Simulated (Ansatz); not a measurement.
**Zn₁₅S₁₆ (cell with a defect): density, localisation and related maps**

```cif
data_structure
_symmetry_space_group_name_H-M 'P 1'
_symmetry_Int_Tables_number 1
_cell_length_a 9.4264
_cell_length_b 9.4264
_cell_length_c 9.4264
_cell_angle_alpha 109.471
_cell_angle_beta 109.471
_cell_angle_gamma 109.471
_cell_volume 644.78
loop_
_atom_site_label
_atom_site_type_symbol
_atom_site_fract_x
_atom_site_fract_y
_atom_site_fract_z
_atom_site_occupancy
Zn1 Zn 0.00379 0.49975 0.49906 1
Zn2 Zn 0.49894 0.25362 0.25007 1
Zn3 Zn 0.24956 0.25337 0.49926 1
Zn4 Zn 0.00094 0.25124 0.75498 1
Zn5 Zn 0.75006 0.50009 0.74997 1
Zn6 Zn 0.49941 0.50036 0.00350 1
Zn7 Zn 0.00407 0.74880 0.24986 1
Zn8 Zn 0.75003 0.00000 0.25000 1
Zn9 Zn 0.49639 0.99562 0.49612 1
Zn10 Zn 0.24982 0.99990 0.74987 1
Zn11 Zn 0.00047 0.00442 0.00087 1
Zn12 Zn 0.75412 0.25049 0.00062 1
Zn13 Zn 0.74589 0.74651 0.49625 1
Zn14 Zn 0.49610 0.74609 0.74501 1
Zn15 Zn 0.24994 0.74948 0.00362 1
S1 S 0.25047 0.75015 0.24978 1
S2 S 0.99985 0.74947 0.49951 1
S3 S 0.50095 0.50036 0.24995 1
S4 S 0.24973 0.49941 0.49982 1
S5 S 0.00042 0.50014 0.74999 1
S6 S 0.74995 0.75040 0.74980 1
S7 S 0.49946 0.74969 0.99923 1
S8 S 0.00031 0.99956 0.24997 1
S9 S 0.74973 0.25038 0.24994 1
S10 S 0.49939 0.24962 0.49963 1
S11 S 0.24995 0.25046 0.75025 1
S12 S 0.99945 0.24972 0.00004 1
S13 S 0.75006 0.49991 0.00032 1
S14 S 0.75032 0.00032 0.50072 1
S15 S 0.50015 0.99983 0.74969 1
S16 S 0.24977 0.00017 0.00031 1
```

Spin-polarised.

All numbers below come from DFT PBE, scalar-relativistic, plane waves, PAW (Ansatz).

Core electrons are frozen (PAW), and the valence fields are smoothed inside the atomic spheres.

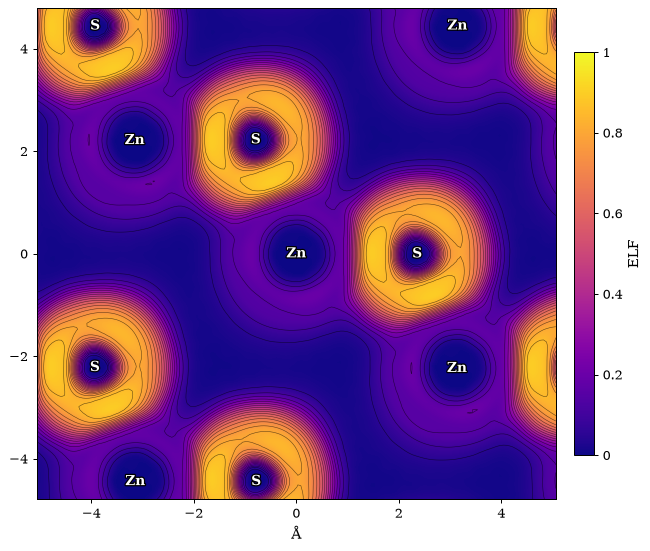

Figure 1. Electron localisation function on the (010) plane of the calculation cell.

### Interpret the plot.

- Atoms in the plane: Zn and S.
- Zn–S (2.36 Å): the ELF peaks at about 0.90 in the valence shell of S, 0.9 Å from its nucleus, and is about 0.55 at the midpoint.

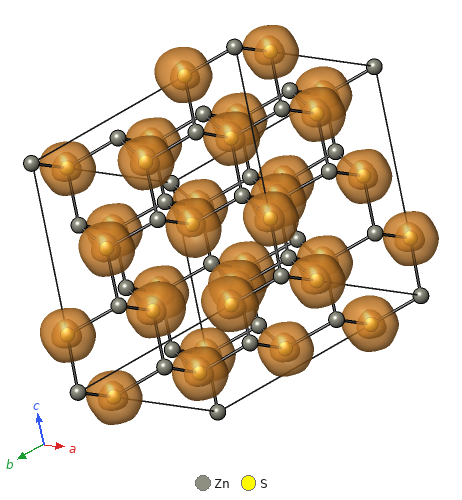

Figure 2. Isosurface of the ELF at 0.75 (orange), seen at an oblique angle. Only the valence region is drawn (cores and ρ < 0.01 e/Å³ removed). Sticks mark near contacts.

### Where are the electrons localised?

The ELF exceeds this value in 16 regions wrapped around S (the valence shell of each), counted in one cell of 31 atoms. Regions shared between cells count once. Profiles from the grid: Zn–S (2.32 Å): the ELF peaks at about 0.90 in the valence shell of S, 0.9 Å from its nucleus, and is about 0.55 at the midpoint.

### Does the calculation give a band gap?

It is gapless in this calculation (a metal or semimetal).
